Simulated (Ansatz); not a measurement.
# From TaN to TaAs

System: TaN (2 atoms in the cell).
Method of run 1: DFT r2SCAN, scalar-relativistic, plane waves, PAW, no spin polarisation (Ansatz 0.2.0).
System of run 2: TaAs (Fm-3m, 2 atoms in the cell).

On run 1: The structure derives from an entry of the Crystallography Open Database. On run 2: The structure was made by swapping elements on the sites of another compound; it need not be a known phase. It belongs to a series of runs on one base structure; here: N -> As on all its sites, cell and atoms relaxed. Text and figures count atoms from 1; the logs count them from 0 in places.

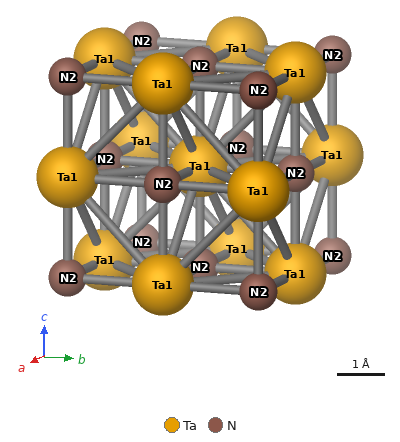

**Figure 1.** The structure (ball-and-stick view of the cell 4 times as large as that of the calculation, set on its symmetry axes, seen slightly off an axis; atoms are numbered from 1 in the order of the input). An atom can appear more than once, as a periodic image.

### The input, run 1
```yaml
crystal:
  lattice:
    - [0.0, 2.179, 2.179]
    - [2.179, 0.0, 2.179]
    - [2.179, 2.179, 0.0]
  atoms:
    - { symbol: Ta, position: [0.5, 0.5, 0.5] }
    - { symbol: "N", position: [0.0, 0.0, 0.0] }
basis:
  ecutwfc: 500
kpoints:
  mp_grid: { grid: [8, 8, 8] }
hamiltonian:
  xc: r2scan
scf:
  occupations: { method: gaussian, width: 0.1 }
output:
  forces: true
  stress: true
  eigenvalues: true
```

Command:
```bash
ansatz run input.yaml --threads 2 --pin off --max-ram 5120MiB --backend cpu --events-out ev --progress --plain --runs-dir out
```

Hardware: 2 threads of Intel Xeon @ 2.50GHz (Skylake/Cascade Lake), 189 GiB of memory available, shared host.

### Output, shortened to warnings, some set-up lines, iterations and results (run 1)
```
Basis set: ecut = 500 eV, 531 PW (Γ), exchange–correlation on 96×96×96 points (64 copies of the dense FFT grid, shifted against one another)
Symmetry: 48 space group operations
k-points: 29 of 512
Initial density: superposition of atomic densities (neutral atoms: chi_scale 0, normalization atom), corrected by the library's trained network
[...]
SCF iter   1: F=—  HF=-10330.936314 eV  |F-HF|=—  |Δ(HF+E_count)|=         —  Δρ=7.54e-3  dr2=3.89e-3  dr2_τ=1.46e-1  ethr=1.77e-3  ⟨swp⟩=5.9  Hψ=4738  notcnv=0  defer=9
SCF iter   2: F=—  HF=-10331.013900 eV  |F-HF|=—  |Δ(HF+E_count)|=   7.76e-2  Δρ=5.57e-3  dr2=3.77e-3  dr2_τ=2.42e-4  ethr=2.16e-5  ⟨swp⟩=2.0  Hψ=1152  notcnv=0  defer=66
SCF iter   3: F=—  HF=-10331.014923 eV  |F-HF|=—  |Δ(HF+E_count)|=   1.02e-3  Δρ=3.37e-3  dr2=1.55e-3  dr2_τ=2.55e-4  ethr=2.09e-5  ⟨swp⟩=2.0  Hψ=567  notcnv=0  defer=66
SCF iter   4: F=—  HF=-10331.014844 eV  |F-HF|=—  |Δ(HF+E_count)|=   7.85e-5  Δρ=1.89e-3  dr2=8.09e-4  dr2_τ=4.88e-5  ethr=8.60e-6  ⟨swp⟩=2.0  Hψ=585  notcnv=0  defer=66
SCF iter   5: F=—  HF=-10331.014705 eV  |F-HF|=—  |Δ(HF+E_count)|=   1.40e-4  Δρ=1.73e-4  dr2=6.77e-6  dr2_τ=4.80e-7  ethr=4.50e-6  ⟨swp⟩=2.2  Hψ=537  notcnv=0  defer=66
SCF iter   6: F=—  HF=-10331.014707 eV  |F-HF|=—  |Δ(HF+E_count)|=   2.13e-6  Δρ=4.92e-5  dr2=5.25e-7  dr2_τ=3.08e-8  ethr=3.76e-8  ⟨swp⟩=2.1  Hψ=563  notcnv=0  defer=66
SCF iter   7: F=-10331.014707 eV  HF=-10331.014707 eV  |F-HF|=7.21e-9  |Δ(HF+E_count)|=   4.75e-8  Δρ=8.06e-6  dr2=1.38e-8  dr2_τ=9.02e-10  ethr=5.56e-10  ⟨swp⟩=8.6  Hψ=2244  …
SCF 1 converged in 7 iterations: F = -10331.014707 eV  dr2 = 1.38e-8
SCF converged after 7 iterations
Free energy (F): -10331.014707 eV
Harris-Foulkes:  -10331.014707 eV  (|F-HF|=7.21e-9)
Internal energy: -10331.012199 eV  (E = F + TS)
E sigma→0 (E₀):  -10331.013453 eV
Entropy (-TS):   -0.002507 eV (-1.254 meV/atom)
Fermi energy:    22.475195 eV
--- Per-component energies (eV) ---
  E_band       = -49.356736
  E_kinetic    = 505.318516
  E_local      = -566.027128  (includes V_loc(G=0)·N_el)
  E_nonlocal   = 60.137969
  E_hartree    = 192.978311
  E_xc         = -266.456393
  E_vxc        = -309.627542  (∫ρ·V_xc dr)
  E_paw        = -8552.657160  (= ΣΔE_a)
  E_vpaw       = -141.109078  (= ΣTr[D̂ρ^β])
  E_aug_tail   = 0.000078  (compensation charges beyond the density's cutoff)
  E_vtau       = 15.993155  (kinetic-family band-sum trace: ∫τ·v_τ [+ j·A + Jᵃ·Aᵃ] dr)
  E_ewald      = -1703.520548
  E_core_change = -0.785845  (= ΣΔE_core)
  E_smearing   = -0.002507  (= −TS)
  E_closure    = -0.000000  (closes the sum)
  Σ components = -10331.014707   (vs F -10331.014707, Δ=0.00e0)
--- Forces (eV/Å), atoms counted from 1 ---
  atom   1  Ta     0.00000000    -0.00000000     0.00000000
  atom   2  N     -0.00000000     0.00000000     0.00000000
  max |Σ_I F_I| component: 2.83e-29 eV/Å
--- Stress (GPa, compression-positive) ---
        9.996318      -0.000000      -0.000000
        0.000000       9.996318      -0.000000
        0.000000       0.000000       9.996318
  P = ⅓ Tr σ = 9.9963 GPa (99.963 kbar)
```

The input of run 2 differs as follows (lines with − go, lines with + come):
```diff
-    - [0.0, 2.179, 2.179]
-    - [2.179, 0.0, 2.179]
-    - [2.179, 2.179, 0.0]
+    - [0.0, 2.4838517574, 2.4838517574]
+    - [2.4838517574, 0.0, 2.4838517574]
+    - [2.4838517574, 2.4838517574, 0.0]
-    - { symbol: "N", position: [0.0, 0.0, 0.0] }
+    - { symbol: As, position: [0.0, 0.0, 0.0] }
-  mp_grid: { grid: [8, 8, 8] }
+  mp_grid: { grid: [6, 6, 6] }
```

How does run 2 compare with run 1?

The total energies belong to different systems, so their difference says nothing on which is more stable or more accurate. The pressure goes from 10.00 to 38.38 GPa. The volume per atom goes from 10.35 to 15.32 Å³. The number of SCF iterations is the same. The irreducible k-points go from 29 to 16. The plane waves at Γ go from 531 to 749.

### Output, shortened to warnings, some set-up lines, iterations and results (run 2)
```
Basis set: ecut = 500 eV, 749 PW (Γ), exchange–correlation on 108×108×108 points (64 copies of the dense FFT grid, shifted against one another)
Symmetry: 48 space group operations
k-points: 16 of 216
Initial density: superposition of atomic densities (neutral atoms: chi_scale 0, normalization atom), corrected by the library's trained network
[...]
SCF iter   1: F=—  HF=-14808.295686 eV  |F-HF|=—  |Δ(HF+E_count)|=         —  Δρ=7.45e-3  dr2=2.21e-2  dr2_τ=2.89e-2  ethr=1.77e-3  ⟨swp⟩=5.8  Hψ=3165  notcnv=0  defer=4
SCF iter   2: F=—  HF=-14808.364601 eV  |F-HF|=—  |Δ(HF+E_count)|=   6.89e-2  Δρ=4.92e-3  dr2=7.74e-3  dr2_τ=5.05e-4  ethr=7.89e-5  ⟨swp⟩=2.0  Hψ=781  notcnv=0  defer=35
SCF iter   3: F=—  HF=-14808.365630 eV  |F-HF|=—  |Δ(HF+E_count)|=   1.03e-3  Δρ=2.46e-3  dr2=1.92e-3  dr2_τ=9.36e-5  ethr=2.76e-5  ⟨swp⟩=2.1  Hψ=381  notcnv=0  defer=35
SCF iter   4: F=—  HF=-14808.366344 eV  |F-HF|=—  |Δ(HF+E_count)|=   7.15e-4  Δρ=5.25e-4  dr2=7.83e-5  dr2_τ=6.44e-6  ethr=6.86e-6  ⟨swp⟩=2.0  Hψ=408  notcnv=0  defer=35
SCF iter   5: F=—  HF=-14808.366436 eV  |F-HF|=—  |Δ(HF+E_count)|=   9.13e-5  Δρ=1.84e-4  dr2=1.12e-5  dr2_τ=2.84e-7  ethr=2.80e-7  ⟨swp⟩=2.1  Hψ=413  notcnv=0  defer=35
SCF iter   6: F=—  HF=-14808.366455 eV  |F-HF|=—  |Δ(HF+E_count)|=   1.93e-5  Δρ=4.34e-5  dr2=5.49e-7  dr2_τ=1.00e-8  ethr=4.00e-8  ⟨swp⟩=2.1  Hψ=417  notcnv=0  defer=35
SCF iter   7: F=-14808.366455 eV  HF=-14808.366455 eV  |F-HF|=1.77e-8  |Δ(HF+E_count)|=   1.83e-7  Δρ=8.46e-6  dr2=1.58e-8  dr2_τ=4.59e-10  ethr=3.57e-10  ⟨swp⟩=9.6  Hψ=1722  …
SCF 1 converged in 7 iterations: F = -14808.366455 eV  dr2 = 1.58e-8
SCF converged after 7 iterations
Free energy (F): -14808.366455 eV
Harris-Foulkes:  -14808.366455 eV  (|F-HF|=1.77e-8)
Internal energy: -14808.349796 eV  (E = F + TS)
E sigma→0 (E₀):  -14808.358125 eV
Entropy (-TS):   -0.016660 eV (-8.330 meV/atom)
Fermi energy:    20.565285 eV
--- Per-component energies (eV) ---
  E_band       = -224.525947
  E_kinetic    = 483.580763
  E_local      = -1838.024029  (includes V_loc(G=0)·N_el)
  E_nonlocal   = -653.164952
  E_hartree    = 991.735381
  E_xc         = -283.774010
  E_vxc        = -313.704225  (∫ρ·V_xc dr)
  E_paw        = -10272.417279  (= ΣΔE_a)
  E_vpaw       = 97.436604  (= ΣTr[D̂ρ^β])
  E_aug_tail   = 0.000076  (compensation charges beyond the density's cutoff)
  E_vtau       = 15.880081  (kinetic-family band-sum trace: ∫τ·v_τ [+ j·A + Jᵃ·Aᵃ] dr)
  E_ewald      = -3234.072058
  E_core_change = -2.213688  (= ΣΔE_core)
  E_smearing   = -0.016660  (= −TS)
  E_closure    = 0.000000  (closes the sum)
  Σ components = -14808.366455   (vs F -14808.366455, Δ=0.00e0)
--- Forces (eV/Å), atoms counted from 1 ---
  atom   1  Ta     0.00000000    -0.00000000     0.00000000
  atom   2  As    -0.00000000     0.00000000     0.00000000
  max |Σ_I F_I| component: 3.90e-29 eV/Å
--- Stress (GPa, compression-positive) ---
       38.377395       0.000000       0.000000
        0.000000      38.377395       0.000000
       -0.000000       0.000000      38.377395
  P = ⅓ Tr σ = 38.3774 GPa (383.774 kbar)
```

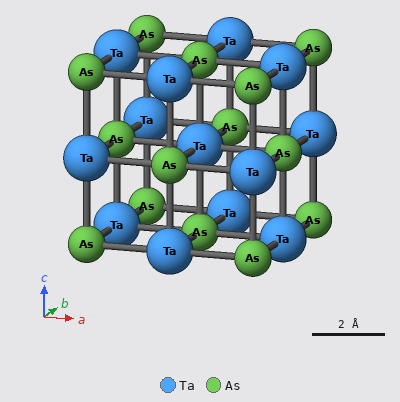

**Figure 2.** The input structure of run 2 (ball-and-stick view of the cell 4 times as large as that of the calculation, set on its symmetry axes, seen slightly off an axis). An atom can appear more than once, as a periodic image.

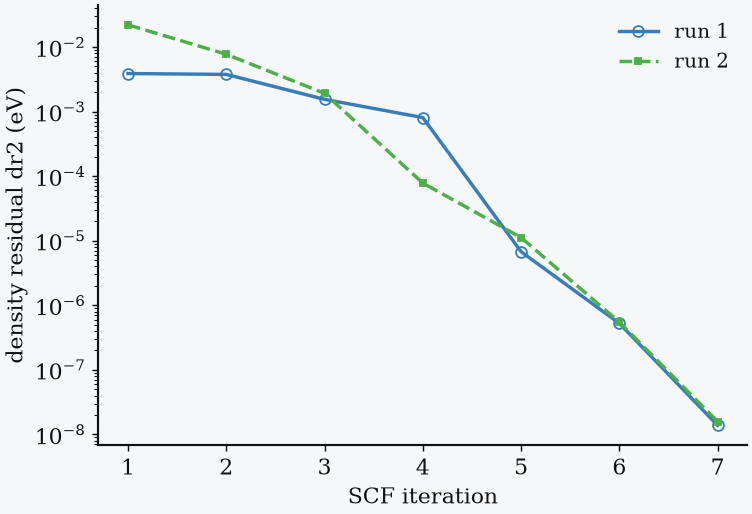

**Figure 3.** Convergence of the two runs: density residual dr2 against the SCF iteration. Run 1 takes 7 iterations in all, and run 2 takes 7.

### The two runs side by side

| quantity | run 1 | run 2 |
| --- | --- | --- |
| outcome | converged | converged |
| free energy per atom (eV) | −5165.5074 | −7404.1832 |
| energy per atom, smearing taken to zero (eV) | −5165.5067 | −7404.1791 |
| gap on the mesh (eV) | 0.00 | 0.00 |
| pressure (GPa) | 10.00 | 38.38 |
| volume per atom (Å³) | 10.35 | 15.32 |
| largest force (eV/Å) | 0.000 | 0.000 |
| SCF iterations | 7 | 7 |
| irreducible k-points | 29 | 16 |
| plane waves at Γ | 531 | 749 |
| wall time (shared host) | 3.5 s | 3.5 s |

For both runs: Spin–orbit coupling is left out, which matters for Ta. For run 1: The cell is under a pressure of 10.0 GPa at this level, so it is not at its equilibrium volume. For run 2: The cell is under a pressure of 38 GPa at this level, so it is not at its equilibrium volume.
